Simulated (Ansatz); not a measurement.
System: C, space group Fmmm (No. 69).

Input of the run:
```
crystal:
  lattice:
    - [0.0, 2.1167060736, 3.360964591]
    - [1.222777523, 0.0, 3.360964591]
    - [1.222777523, 2.1167060736, 0.0]
  atoms:
    - { symbol: C, position: [0.1667000688, 0.8332999312, 0.1667000688] }
    - { symbol: C, position: [0.8332999312, 0.1667000688, 0.8332999312] }
basis:
  ecutwfc: 420
kpoints:
  mp_grid: { grid: [18, 18, 18] }
hamiltonian:
  xc: lda
scf:
  occupations: { method: gaussian, width: 0.02 }
output:
  forces: true
  stress: true
  eigenvalues: true
elastic:
  mode: clamped_ion
```

Command:
```bash
ansatz run input.yaml --threads 1 --pin off --max-ram 3072MiB --backend cpu --events-out ev --progress --plain --runs-dir out
```

Computed with Ansatz 0.2.0: elastic stress-strain coefficients at zero temperature from small strains of the given cell, Voigt order xx yy zz yz xz xy, Cartesian axes of the cell vectors; plane waves with PAW datasets, Γ-centred k mesh. Level: LDA, no spin polarisation.

- wave cutoff: 420 eV
- k mesh: 18×18×18
- occupations: Gaussian
- smearing width: 0.02 eV
- ions: clamped
- strain amplitude: 0.002

Predict the stiffness matrix in Voigt order.

Its least eigenvalue is negative (−4 GPa), so the crystal is mechanically unstable.

Stiffness matrix C (GPa), Voigt order:
|  | xx | yy | zz | yz | xz | xy |
| --- | --- | --- | --- | --- | --- | --- |
| xx | 1121.9 | 171.9 | −0.9 | 0.0 | 0.0 | 0.0 |
| yy | 171.8 | 1124.3 | −5.4 | 0.0 | 0.0 | 0.0 |
| zz | −0.9 | −5.2 | 29.2 | 0.0 | 0.0 | 0.0 |
| yz | 0.0 | 0.0 | 0.0 | −4.0 | 0.0 | 0.0 |
| xz | 0.0 | 0.0 | 0.0 | 0.0 | 8.7 | 0.0 |
| xy | 0.0 | 0.0 | 0.0 | 0.0 | 0.0 | 453.1 |

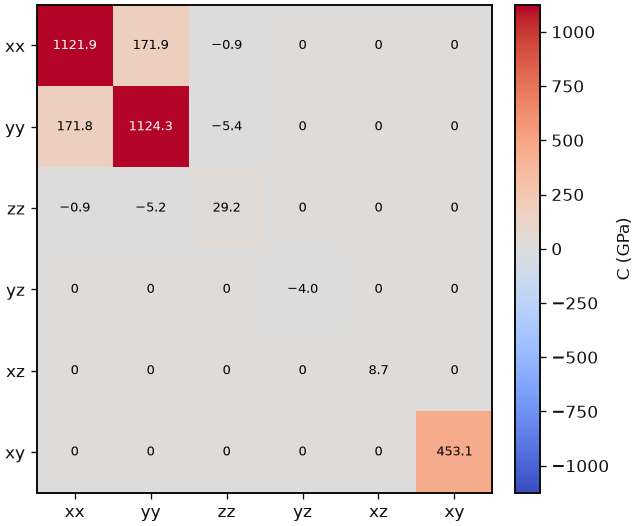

Note: a crossing between the sampled k points may be missed.
